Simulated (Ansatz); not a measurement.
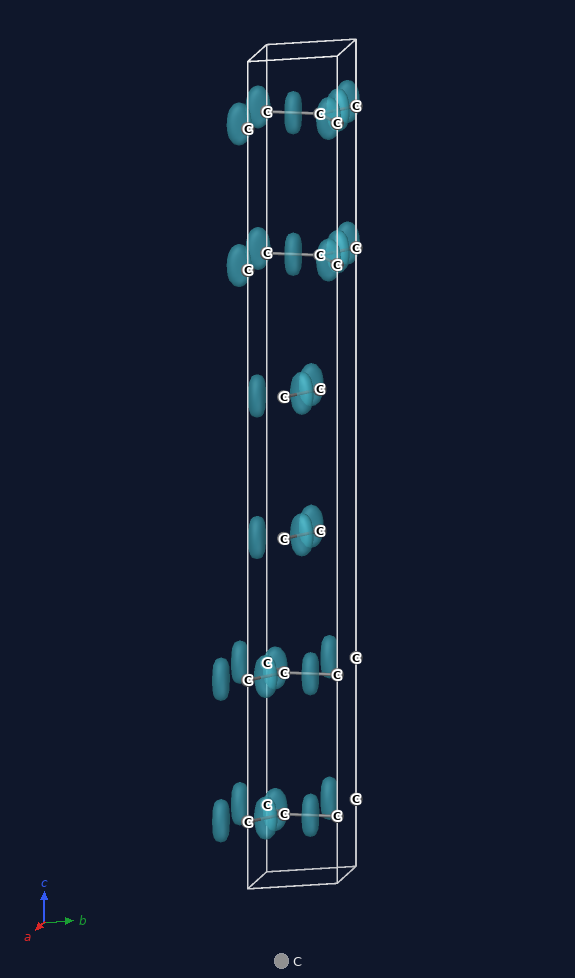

Figure. C. Isosurface of the electron localisation function at 0.85 (cyan), seen slightly off an axis. Only the valence region is drawn (cores and ρ < 0.01 e/Å³ removed). Sticks mark near contacts.

Space group R-3m; a structure from a database of computed crystals, not necessarily the ambient phase; changed on purpose from its base cell (biaxial strain in the a-b plane, c and atoms relaxed: -1.0 %); computed pressure about 8 GPa in this cell.

Computed with DFT r2SCAN, scalar-relativistic, plane waves, PAW in Ansatz 0.2.0.

**Where are the electrons localised?**

At this value the surface marks out 18 regions between bonded C–C atoms (shared pairs), counted in one cell of 12 atoms. Regions shared between cells count once. Profiles from the grid: C–C (1.40 Å): the ELF peaks at about 0.95 between the atoms: a covalent bond.
